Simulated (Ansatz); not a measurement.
Consider Ge (slab).

```
Ge
1.0
     4.02269    0.00000    0.00000
    -2.01134    3.48375    0.00000
     0.00000    0.00000   18.86852
Ge
4
Cartesian
  0.0000 2.3225 5.1843
  2.0114 1.1612 4.5000
  2.0113 1.9354 10.2184
  0.0000 3.0967 9.5343
```

A point of a scan over the structure, not its minimum; PAW files of the earlier set (soft_1).

Theory: DFT PBE+D3(BJ), scalar-relativistic, plane waves, PAW in Ansatz 0.2.0.

What can the converged valence pseudo-density and electron localisation function tell about the bonding?

Ge–Ge (2.42 Å): the density is about 0.52 e/Å³ at the midpoint; the ELF peaks at about 0.75 between the atoms.

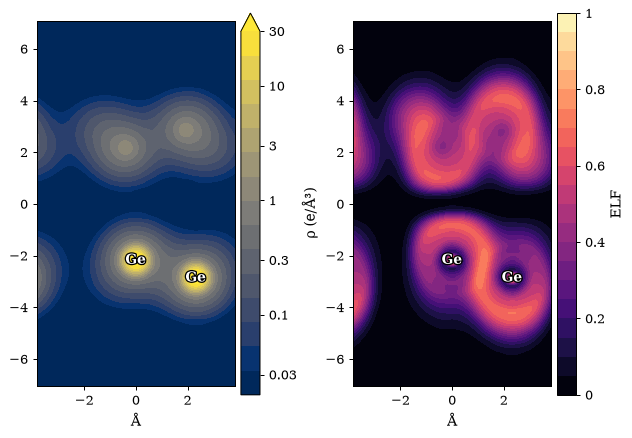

Computed valence pseudo-density and electron localisation function on the (110) plane of the calculation cell, a cut from vacuum to vacuum, in this order. Atoms just off the plane (Ge, 0.7 Å away) can leave unmarked features too.

The density is the valence pseudo-density of a PAW calculation; it isn't the true density close to the nuclei.
